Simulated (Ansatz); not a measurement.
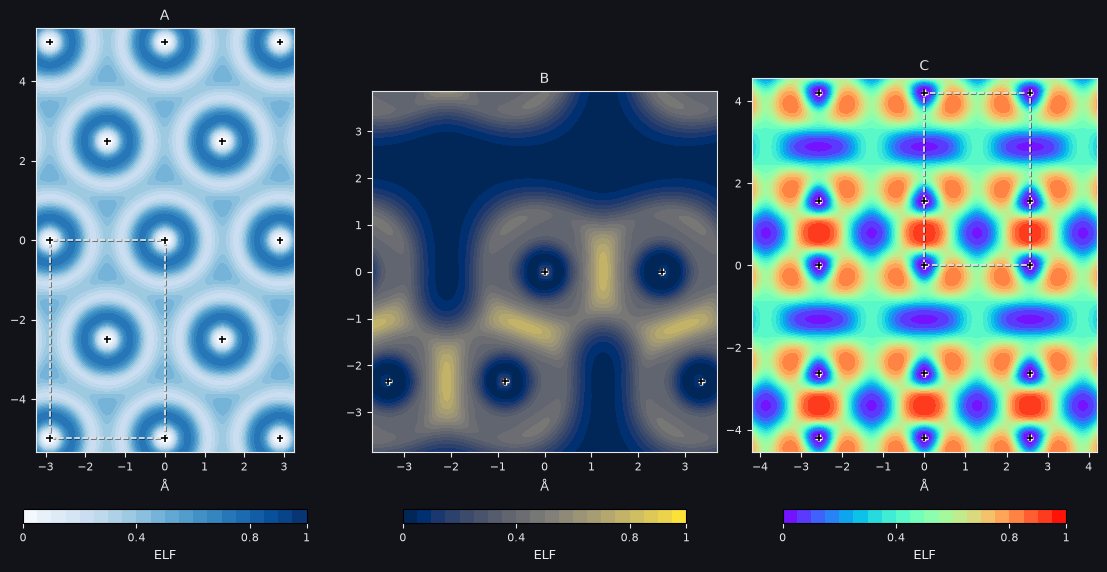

The ELF of 3 systems, each on a plane through atoms (crosses mark nuclei in the plane).

Computed with DFT, PBE, PAW with Ansatz's default frozen-core files, scalar-relativistic in Ansatz 0.2.0.

System 1: W, the (011̄) plane of the conventional cell. Space group I4/mmm; changed on purpose from its base cell (equal xx and yy strain of +1 %, PAW files); computed pressure about −10 GPa in this cell.

System 2: C, the (100) plane of the conventional cell. Space group P6₃/mmc; computed pressure about −20 GPa in this cell.

System 3: Ge, the (110) plane of the conventional cell. Space group P6₃/mmc; a structure from a database of computed crystals, not necessarily the ambient phase.

```
CELL_PARAMETERS angstrom
4.05019 0.00000 0.00000
-2.02510 3.50757 0.00000
0.00000 0.00000 6.68622
ATOMIC_POSITIONS crystal
Ge 0.66667 0.33333 0.06290
Ge 0.33333 0.66667 0.56290
Ge 0.66667 0.33333 0.43710
Ge 0.33333 0.66667 0.93710
```

**Which map belongs to which system?**

Panel A is system 1, W: the plane holds W. W–W (2.89 Å): the ELF is about 0.35 at the midpoint. Panel B is system 3, Ge: the plane holds Ge. Ge–Ge (2.49 Å): the ELF peaks at about 0.80 between the atoms; localised, covalent bonding. Panel C is system 2, C: the plane holds C. C–C (1.57 Å): the ELF peaks at about 0.95 between the atoms, as expected for a shared electron pair.
